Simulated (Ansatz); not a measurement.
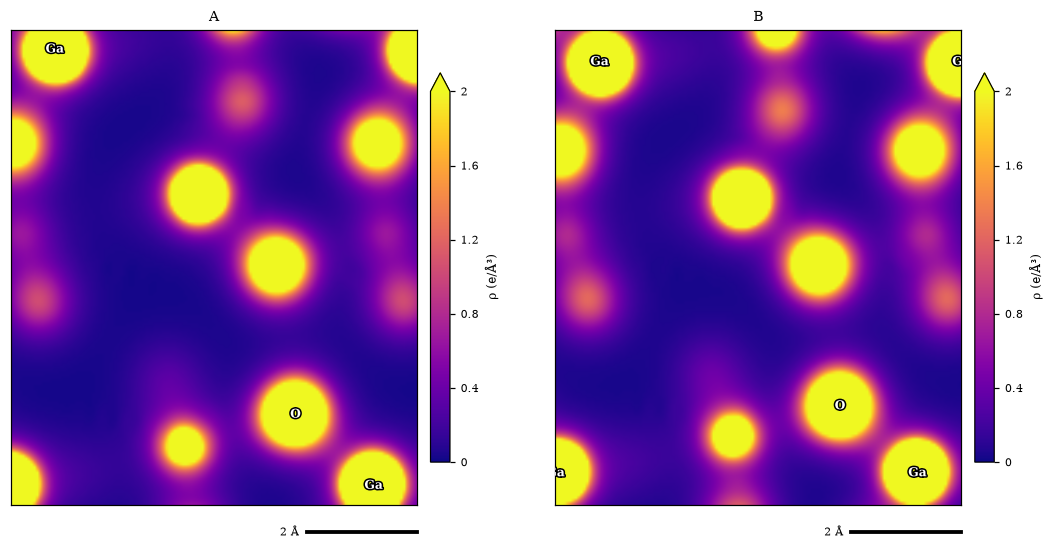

Ga$_{2}$O$_{3}$. The valence charge density (pseudo) of two cells that differ in size and shape, on the (111) plane of each (indices in the axes of the calculation cell), at one length scale and on one colour scale: A has 11.6 Å³ an atom and B 10.3.

Space group C2/m.

Method: DFT PBE, scalar-relativistic, plane waves, PAW (Ansatz 0.2.0).

The density is the valence pseudo-density of a PAW calculation; it isn't the true density close to the nuclei.

The larger cell:

```
Ga O
1.0
     0.00000   -3.17602    0.00000
     6.41425    1.58801    0.01149
    -1.44481    0.00000    5.70769
Ga O
4 6
Direct
  0.08991 0.17983 0.79472
  0.91009 0.82017 0.20528
  0.65850 0.31700 0.31420
  0.34150 0.68300 0.68580
  0.16349 0.32698 0.10921
  0.83651 0.67302 0.89079
  0.17370 0.34740 0.56436
  0.82630 0.65260 0.43564
  0.49602 0.99204 0.25668
  0.50398 0.00796 0.74332
```

The smaller cell: a = 2.991 Å, b = 6.223 Å, c = 5.868 Å, α = 102.90°, β = 90.00°, γ = 103.91°.

What changes from the larger cell to the smaller?

Answer. From the larger cell to the smaller, Ga–O goes from 1.92 to 1.87 Å, and the density at its midpoint from 0.71 to 0.8 e/Å³; the pressure goes from −9 to 13 GPa; the Kohn–Sham gap goes from 1.4 eV to 2.5 eV.
